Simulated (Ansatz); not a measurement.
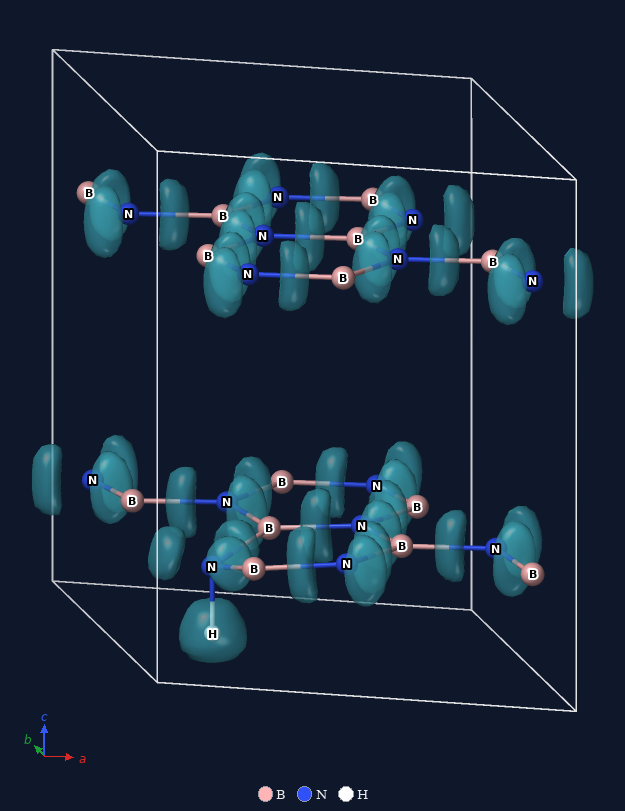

B$_{14}$HN$_{14}$ (cell charge +1, with a compensating background) (cell with a defect). Isosurface of the electron localisation function at 0.85 (cyan), seen slightly off an axis. Core shells and regions of very low density are left out. Sticks mark near contacts.

Level of theory: Ansatz 0.2.0, DFT PBE, scalar-relativistic, plane waves, PAW.

In a PAW calculation such maps are meaningful between the atoms, not at the nuclei.

Q: Identify the bonds, lone pairs and shells in this picture.

A: At this value the surface marks out 42 regions between bonded B–N atoms (shared pairs) and one region around a hydrogen nucleus, counted in one cell of 29 atoms. Regions shared between cells count once. Along the contacts the grid gives the following. N–H (1.05 Å): the ELF climbs to about 1 towards the hydrogen, as it does in any bond to H; a covalent bond by its length. B–N (1.42 Å): the ELF peaks at about 0.95 between the atoms (a polar covalent bond).
